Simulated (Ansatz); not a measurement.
Ti5Si

```
Ti Si
1.0
     4.86659    0.00000    0.00000
     0.00000    4.86659    0.00000
     0.00000    0.00000    9.87337
Ti Si
10 2
Direct
  0.00000 0.00000 0.00000
  0.50000 0.50000 0.50000
  0.00000 0.50000 0.00000
  0.50000 0.00000 0.50000
  0.50000 0.00000 0.00000
  0.00000 0.50000 0.50000
  0.00000 0.00000 0.74271
  0.50000 0.50000 0.24271
  0.00000 0.00000 0.25729
  0.50000 0.50000 0.75729
  0.00000 0.00000 0.50000
  0.50000 0.50000 0.00000
```

Space group I4/mmm; a structure generated by program, which may or may not match a known phase; computed without spin polarisation.

Method: Ansatz 0.2.0, DFT PBE, scalar-relativistic, plane waves, PAW.

Core electrons are frozen (PAW), and the valence fields are smoothed inside the atomic spheres.

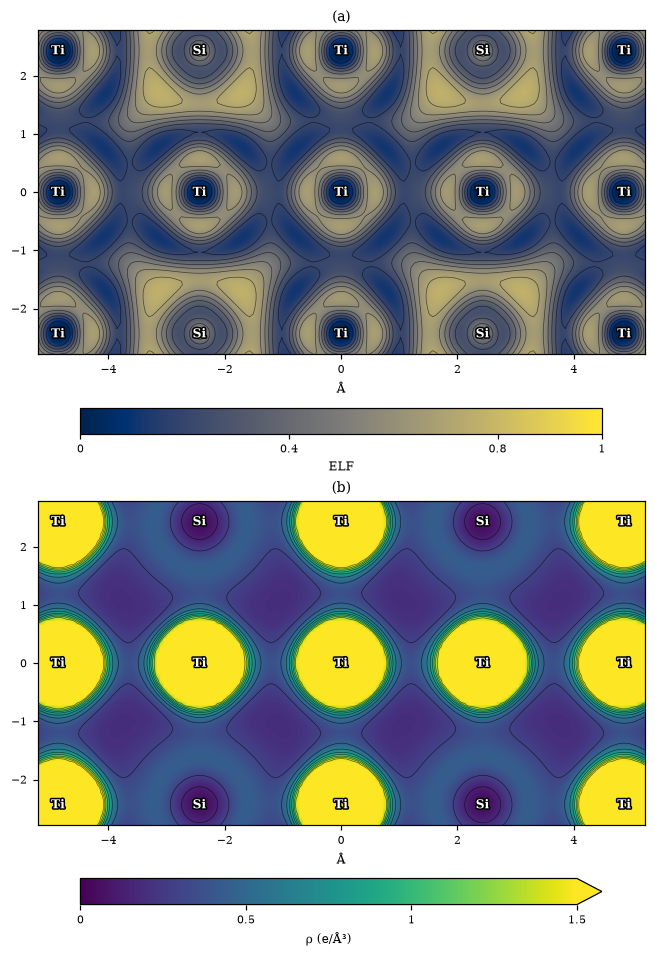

Figure 1. (a) electron localisation function; (b) valence electron density on the (001) plane of the conventional cell.

What do the fields say about this system?

Answer.
- Atoms in the plane: Ti and Si.
- Ti–Ti (2.43 Å): the density is about 0.37 e/Å³ at the midpoint; the ELF is about 0.25 at the midpoint; no localised pair shows between them.
- Between the atoms the lowest density in this plane is 0.19 e/Å³.
- The features right at Ti lie inside the PAW spheres, where the map follows smoothed inner orbitals and isn't to be read closely.

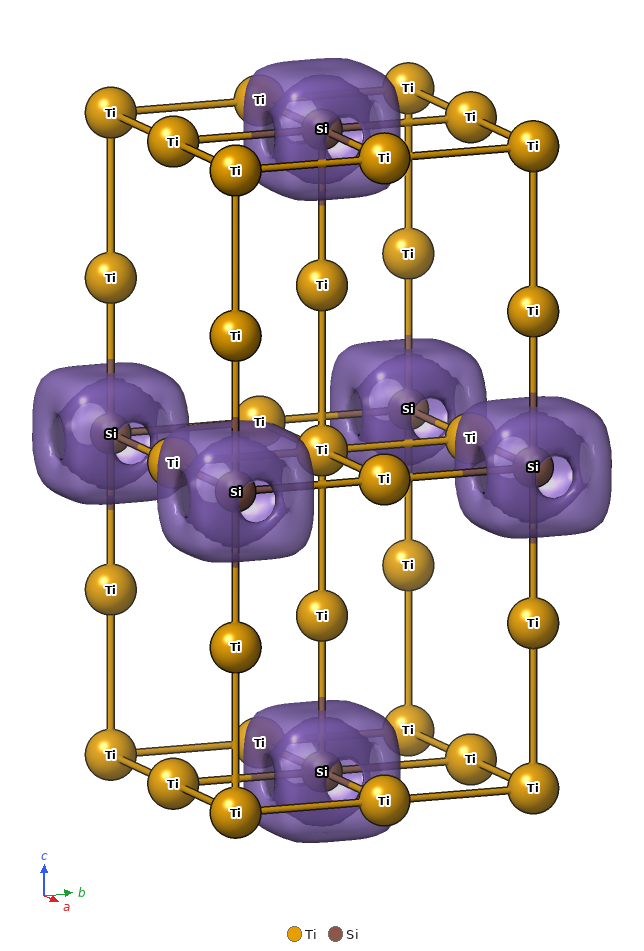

Figure 2. Isosurface of the electron localisation function at 0.7 (purple), seen slightly off an axis. Only the valence region is drawn (cores and ρ < 0.01 e/Å³ removed). Sticks mark near contacts.

Describe the localisation domains.

Answer. The ELF exceeds this value in two regions wrapped around Si (the valence shell of each), counted in one cell of 12 atoms. Any copies at cell faces, edges or corners count once. Profiles from the grid: Ti–Si (2.40 Å): the ELF peaks at about 0.70 in the valence shell of Si, 0.9 Å from its nucleus, and is about 0.45 at the midpoint.

Does the calculation make it a metal, or give it a gap?

Answer. It is metallic or semimetallic at this level of theory: no gap opens.
